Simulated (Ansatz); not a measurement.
**SnSe: density, localisation and related maps**

Input file:

```
crystal:
  lattice:
    - [11.796539248, 0.0, 0.0]
    - [0.0, 4.2052231714, 0.0]
    - [0.0, 0.0, 4.567950032]
  atoms:
    - { symbol: Sn, position: [0.1214436867, 0.25, 0.1165654167] }
    - { symbol: Sn, position: [0.3785563133, 0.75, 0.6165654167] }
    - { symbol: Sn, position: [0.6214436867, 0.25, 0.3834345833] }
    - { symbol: Sn, position: [0.8785563133, 0.75, 0.8834345833] }
    - { symbol: Se, position: [0.3548258886, 0.25, 0.0239479063] }
    - { symbol: Se, position: [0.1451741114, 0.75, 0.5239479063] }
    - { symbol: Se, position: [0.8548258886, 0.25, 0.4760520937] }
    - { symbol: Se, position: [0.6451741114, 0.75, 0.9760520937] }
basis:
  ecutwfc: 420
kpoints:
  mp_grid: { grid: [4, 6, 6] }
hamiltonian:
  xc: pbe
scf:
  occupations: { method: fixed }
output:
  forces: true
  stress: true
  eigenvalues: true
  write_density: true
  write_potential: true
  elf: true
  volumetric_format: npy
relax:
  adjacent_minimum: "off"
  f_tol: 0.001
  max_steps: 60
  cell: { stress_tol: 0.01 }
```

Run with:

```sh
ansatz run input.yaml --threads 2 --pin off --max-ram 6144MiB --backend cpu --events-out ev --progress --plain --runs-dir out
```

Below, planes, directions and counts refer to the conventional cell (a = 11.79 Å, b = 4.21 Å, c = 4.57 Å, α = 90.00°, β = 90.00°, γ = 90.00°).

Space group Pnma.

All numbers below come from Ansatz 0.2.0, DFT PBE, scalar-relativistic, plane waves, PAW.

Core electrons are frozen (PAW), and the valence fields are smoothed inside the atomic spheres.

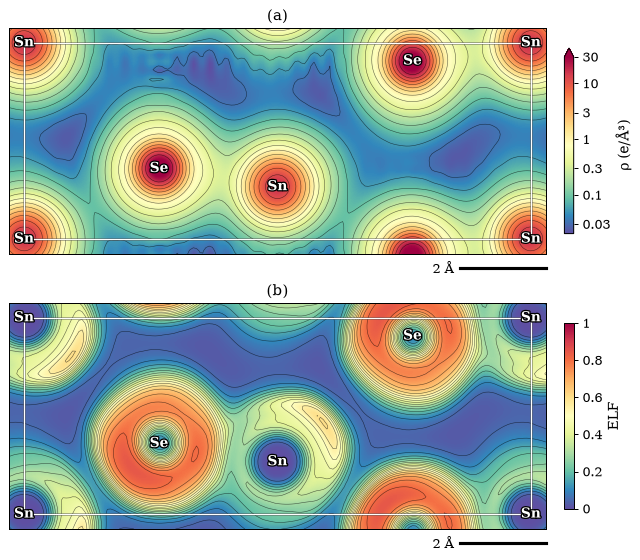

Figure 1. (a) valence electron density; (b) ELF on the (010) plane of the conventional cell.

What do the fields say about this system?

Answer. Atoms in the plane: Sn and Se. Sn–Se (2.79 Å): ρ at the midpoint is about 0.34 e/Å³; the ELF is about 0.55 at the midpoint. Between the atoms the lowest density in this plane is 0.02 e/Å³. The ELF also peaks beside Se, away from the bonds: lone-pair regions.

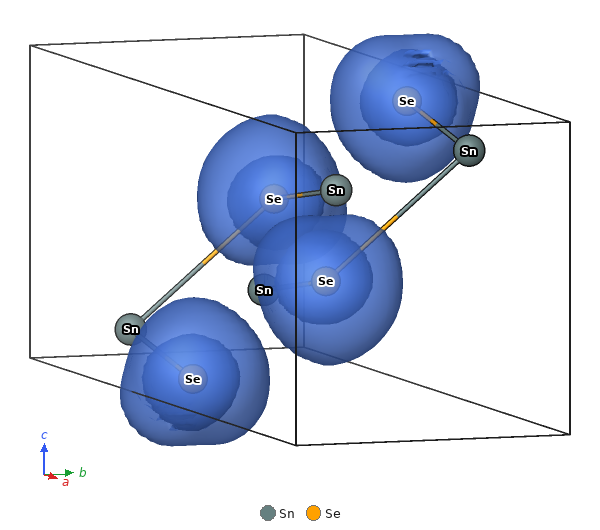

Figure 2. Isosurface of the electron localisation function at 0.75 (blue), seen slightly off an axis. Core shells and regions of very low density are left out. Sticks mark near contacts.

What do the ELF domains correspond to?

Answer. The surface consists of four regions wrapped around Se (the valence shell of each), counted in one cell of 8 atoms. Regions shared between cells count once.

Does the calculation make it a metal, or give it a gap?

Answer. It is gapped, with a Kohn–Sham gap of 0.64 eV on the k-point mesh (the band edges may lie off the mesh, which would make the gap smaller).
